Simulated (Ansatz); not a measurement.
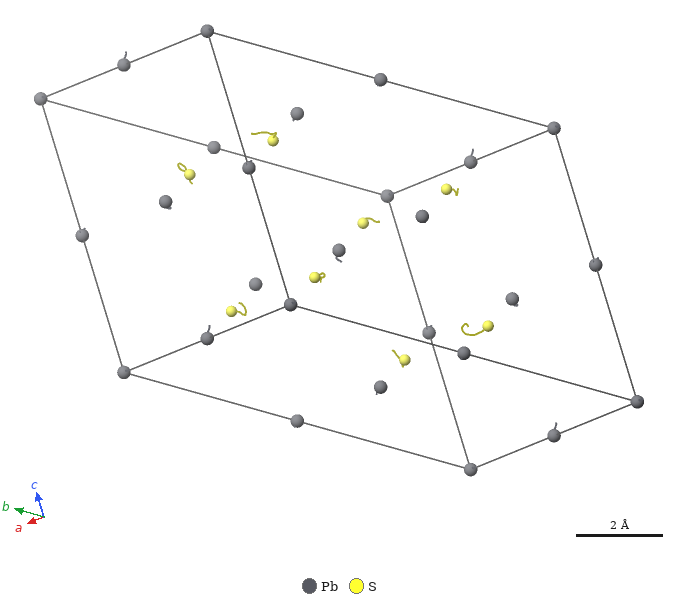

First-principles dynamics of a 16-atom cell of PbS (set up in Fm-3m), 114 fs long. Lines trace each atom's path, in the colour of its element; spheres stand at the starting positions. Seen from a free direction in the reduced simulation cell.

Theory: DFT PBE+D3(BJ), scalar-relativistic, plane waves, PAW in Ansatz. Run with plane-wave cutoff 420 eV; k-point mesh 2 × 2 × 2; Fermi-Dirac smearing 0.103 eV; volume 1.04 times that of the relaxed crystal; Langevin thermostat (NVT); set temperature 1200 K; time step 3 fs; friction 0.02 per fs.

### What do the traces tell about the motion?

Root-mean-square distances from the starting positions over the second half, with the common drift of all atoms taken out: S 0.35 Å, Pb 0.21 Å. The run lasts only 114 fs, too short to tell vibration from diffusion. Over the second half the temperature averages 1272 K (spread ±120 K). The potential energy is still drifting at the end, so the run hasn't reached equilibrium. The potential energy in the second half lies on average 106 meV per atom above the first frame. The mean pressure there is 1.1 GPa.

The run took about 7 core-minutes on a shared host.
